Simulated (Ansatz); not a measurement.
**AlRu: single-point calculation (part 2 of 2)**

Continued. System: AlRu (Pm-3m, 32 atoms in the cell). Method: DFT PBE, scalar-relativistic, plane waves, PAW, no spin polarisation (Ansatz 0.2.0); cutoff 420 eV, 4×4×4 k-mesh, Gaussian smearing of 0.1 eV. The structure derives from a Materials Project entry. It belongs to a series of runs on one base structure; here: the perfect crystal in a cell of 32 atoms.

## Output, continued
```
  k-point 1: bands = ["-55.8933", "-55.8814", "-55.8797", "-55.8797", "-55.8797", "-55.8759", "-55.8759", "-55.8759", "-55.8703", "-55.8703", "-55.8703", "-55.8664", "-55.8664", "-55.8664", "-55.8648", "-55.8532", "-26.0390", "-26.0390", "-26.0390", "-26.0166", "-26.0166", "-26.0166", "-26.0159", "-26.0159", "-26.0159", "-25.9968", "-25.9963", "-25.9963", "-25.9737", "-25.9737", "-25.9737", "-25.9670", "-25.9670", "-25.9670", "-25.9636", "-25.9636", "-25.9636", "-25.9599", "-25.9559", "-25.9559",
      "-25.9024", "-25.8974", "-25.8974", "-25.8930", "-25.8930", "-25.8930", "-25.8904", "-25.8904", "-25.8904", "-25.8844", "-25.8844", "-25.8844", "-25.8558", "-25.8548", "-25.8548", "-25.8394", "-25.8394", "-25.8394", "-25.8391", "-25.8391", "-25.8391", "-25.8232", "-25.8232", "-25.8232", "6.5054", "8.1165", "9.0123", "9.0123", "9.0123", "9.5551", "9.5551", "9.5551", "9.6743", "9.6743", "9.6743", "9.9831", "9.9831", "9.9831", "10.1810", "11.0839",
      "11.0839", "11.0839", "11.1733", "11.4612", "11.4612", "12.4526", "12.4526", "12.4626", "12.4626", "12.5445", "12.5445", "12.5445", "12.6643", "12.6643", "12.6643", "12.6654", "12.6654", "12.6654", "12.9818", "12.9818", "13.0457", "13.0457", "13.0457", "13.1139", "13.1139", "13.1139", "13.2128", "13.2128", "13.2128", "13.9021", "13.9021", "13.9021", "14.0412", "14.0412", "14.0412", "14.2038", "14.2038", "14.2038", "14.2317", "14.2317",
      "14.2317", "14.2405", "14.2405", "14.2405", "14.5169", "14.5169", "14.5169", "14.7038", "14.8113", "14.8113", "14.8113", "14.8722", "14.8722", "14.9786", "14.9786", "14.9786", "15.0459", "15.0459", "15.0459", "15.0768", "15.0768", "15.0768", "15.1423", "15.1423", "15.1759", "15.2616", "15.2616", "15.2616", "15.2686", "15.2686", "15.2686", "15.8281", "15.9101", "15.9101", "16.1470", "16.1470", "16.1470", "16.9653", "16.9653", "17.6087",
      "17.6087", "17.6087", "18.1437", "18.1437", "18.1437", "18.6553", "18.9081", "19.5512", "19.5512", "19.5512", "19.7216", "19.7216", "19.7216", "20.3743", "20.3743", "21.1199", "21.1199", "21.2494", "21.2494", "21.2897", "21.2897", "21.2897", "21.3491", "21.4069"]
  k-point 2: bands = ["-55.8885", "-55.8885", "-55.8782", "-55.8782", "-55.8782", "-55.8782", "-55.8782", "-55.8782", "-55.8680", "-55.8680", "-55.8680", "-55.8680", "-55.8680", "-55.8680", "-55.8578", "-55.8578", "-26.0126", "-26.0126", "-26.0126", "-26.0126", "-26.0126", "-26.0126", "-25.9970", "-25.9970", "-25.9970", "-25.9970", "-25.9970", "-25.9970", "-25.9949", "-25.9949", "-25.9949", "-25.9949", "-25.9949", "-25.9949", "-25.9823", "-25.9823", "-25.9802", "-25.9802", "-25.9802", "-25.9802",
      "-25.8752", "-25.8752", "-25.8720", "-25.8720", "-25.8720", "-25.8720", "-25.8610", "-25.8610", "-25.8610", "-25.8610", "-25.8610", "-25.8610", "-25.8596", "-25.8596", "-25.8596", "-25.8596", "-25.8596", "-25.8596", "-25.8476", "-25.8476", "-25.8476", "-25.8476", "-25.8476", "-25.8476", "7.1444", "7.1444", "9.1221", "9.1221", "9.1221", "9.1221", "9.1221", "9.1221", "10.0118", "10.0118", "10.0118", "10.0118", "10.0118", "10.0118", "10.7939", "10.7939",
      "11.8635", "11.8635", "11.8635", "11.8635", "11.9018", "11.9018", "11.9018", "11.9018", "11.9018", "11.9018", "12.3228", "12.3228", "12.3228", "12.3228", "12.3228", "12.3228", "12.6879", "12.6879", "12.6879", "12.6879", "13.2466", "13.2466", "13.2466", "13.2466", "13.2466", "13.2466", "13.3530", "13.3530", "13.3530", "13.3530", "13.3530", "13.3530", "13.9876", "13.9876", "13.9876", "13.9876", "13.9876", "13.9876", "14.0678", "14.0678",
      "14.0678", "14.0678", "14.0678", "14.0678", "14.8663", "14.8663", "14.8663", "14.8663", "14.8663", "14.8663", "15.2638", "15.2638", "15.3704", "15.3704", "15.3704", "15.3704", "15.3704", "15.3704", "15.3880", "15.3880", "15.3880", "15.3880", "15.3880", "15.3880", "15.4672", "15.4672", "15.4672", "15.4672", "15.6699", "15.6699", "15.6699", "15.6699", "15.6699", "15.6699", "16.0180", "16.0180", "16.0180", "16.0180", "16.7096", "16.7096",
      "18.4253", "18.4253", "18.4253", "18.4253", "18.4253", "18.4253", "18.4599", "18.4599", "18.4599", "18.4599", "18.4599", "18.4599", "20.0177", "20.0177", "20.8974", "20.8974", "20.8974", "20.8974", "21.3499", "21.3499", "21.3499", "21.3499", "21.3499", "21.3499"]
  k-point 7: bands = ["-55.8855", "-55.8855", "-55.8855", "-55.8855", "-55.8752", "-55.8752", "-55.8752", "-55.8752", "-55.8709", "-55.8709", "-55.8709", "-55.8709", "-55.8608", "-55.8608", "-55.8608", "-55.8608", "-26.0324", "-26.0324", "-26.0324", "-26.0324", "-26.0160", "-26.0160", "-26.0160", "-26.0160", "-26.0076", "-26.0076", "-26.0076", "-26.0076", "-25.9852", "-25.9852", "-25.9852", "-25.9852", "-25.9462", "-25.9462", "-25.9462", "-25.9462", "-25.9313", "-25.9313", "-25.9313", "-25.9313",
      "-25.9254", "-25.9254", "-25.9254", "-25.9254", "-25.9116", "-25.9116", "-25.9116", "-25.9116", "-25.8693", "-25.8693", "-25.8693", "-25.8693", "-25.8513", "-25.8513", "-25.8513", "-25.8513", "-25.8378", "-25.8378", "-25.8378", "-25.8378", "-25.8257", "-25.8257", "-25.8257", "-25.8257", "7.6842", "7.6842", "7.6842", "7.6842", "9.4296", "9.4296", "9.4296", "9.4296", "10.2788", "10.2788", "10.2788", "10.2788", "10.5369", "10.5369", "10.5369", "10.5369",
      "11.5406", "11.5406", "11.5406", "11.5406", "11.9126", "11.9126", "11.9126", "11.9126", "12.2295", "12.2295", "12.2295", "12.2295", "12.2449", "12.2449", "12.2449", "12.2449", "12.5575", "12.5575", "12.5575", "12.5575", "12.8611", "12.8611", "12.8611", "12.8611", "13.3314", "13.3314", "13.3314", "13.3314", "13.5584", "13.5584", "13.5584", "13.5584", "13.9218", "13.9218", "13.9218", "13.9218", "14.2842", "14.2842", "14.2842", "14.2842",
      "14.5578", "14.5578", "14.5578", "14.5578", "14.7048", "14.7048", "14.7048", "14.7048", "14.7077", "14.7077", "14.7077", "14.7077", "15.0939", "15.0939", "15.0939", "15.0939", "15.1780", "15.1780", "15.1780", "15.1780", "15.3908", "15.3908", "15.3908", "15.3908", "15.5473", "15.5473", "15.5473", "15.5473", "15.8898", "15.8898", "15.8898", "15.8898", "15.9784", "15.9784", "15.9784", "15.9784", "17.4028", "17.4028", "17.4028", "17.4028",
      "18.0985", "18.0985", "18.0985", "18.0985", "18.2778", "18.2778", "18.2778", "18.2778", "18.3642", "18.3642", "18.3642", "18.3642", "19.2652", "19.2652", "19.2652", "19.2652", "20.9274", "20.9274", "20.9274", "20.9274", "21.9262", "21.9262", "21.9262", "21.9262"]
```

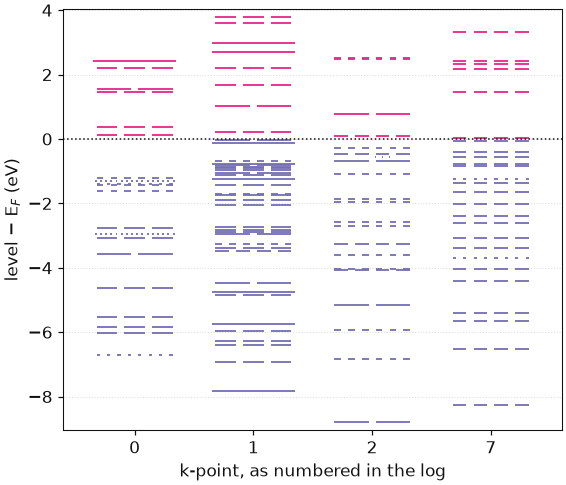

Figure 1. Kohn–Sham levels near the Fermi level (dotted) at the few k-points that the log prints; levels within 0.02 eV of each other stand side by side. The system is metallic on the full mesh.

## Key numbers

| quantity | value |
| --- | --- |
| outcome | converged |
| space group (tolerance 0.01 Å) | Pm-3m (221) |
| electrons treated | 304 |
| free energy | −102679.5673 eV |
| Fermi energy | 15.942 eV |
| gap on the k-point mesh | none (metallic) |
| pressure | −0.08 GPa |
| largest force (length of the vector) | under 0.001 eV/Å |
| wall time | 6.6 s (CPU time 24 s) |
| peak memory | 2 GiB |
